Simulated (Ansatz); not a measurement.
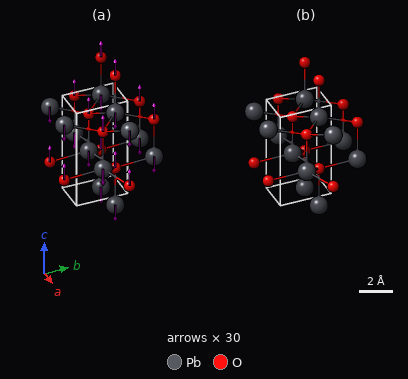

The structure of a crystal of PbO (built on the wurtzite type) before (left) and after (right) a relaxation, at one scale. The purple arrows give the displacements (the part carried along by the change of the cell is left out), 30 times their true length.

The picture is a ball-and-stick view of the cell of the calculation, repeated 2 × 1 × 1 with one cell outlined, seen slightly off an axis.

Method: Ansatz 0.2.0, DFT, PBEsol, plane waves, PAW.

Input
```yaml
crystal:
  lattice:
    - [4.1983844624, 0.0, 0.0]
    - [-2.0991922312, 3.6359075993, 0.0]
    - [0.0, 0.0, 5.8555812354]
  atoms:
    - { symbol: Pb, position: [0.3333333333, 0.6666666667, -0.014185721] }
    - { symbol: Pb, position: [0.6666666667, 0.3333333333, 0.485814279] }
    - { symbol: O, position: [0.3333333333, 0.6666666667, 0.389185721] }
    - { symbol: O, position: [0.6666666667, 0.3333333333, 0.889185721] }
kpoints:
  mp_grid: { grid: [6, 6, 4] }
hamiltonian:
  xc: pbesol
scf:
  occupations: { method: fermi_dirac, width: 0.02 }
relax:
  f_tol: 0.005
  cell: {}
output:
  write_density: true
  write_potential: true
  elf: true
  volumetric_format: npy
```

Command:
```bash
ansatz run input.yaml --threads 2 --pin off --max-ram 2211MiB --backend cpu --events-out ev --progress --plain --runs-dir out
```

Question: What changed between the two?

Answer: Over 6 accepted moves (8 points after the start) the energy falls by 12.4 meV per atom. The largest force component goes from 0.061 to 0.0014 eV/Å. The pressure goes from −3.17 to −0.01 GPa. At 2 points the geometry stayed and the basis and grid were re-selected for the new cell (energy shift of 1.6 meV per atom at most each time). The largest moves relative to the cell, 0.039 Å, are those of Pb1, Pb2, O3 and O4. O4 goes along +c. Largest moves by element: O 0.039 Å, Pb 0.039 Å. The volume changes by −5.6 %, with a = b 4.198 → 4.171 Å (−0.7 %), c 5.856 → 5.598 Å (−4.4 %). Some distances before and after: Pb1–O4 2.489 → 2.452 Å, Pb1–O3 2.362 → 2.335 Å. Among the angles between lasting bonds that change: Pb1–O4–Pb2 103.1° → 100.9°, O3–Pb1–O4 103.1° → 100.9°. The space group stays P6_3mc (No. 186).
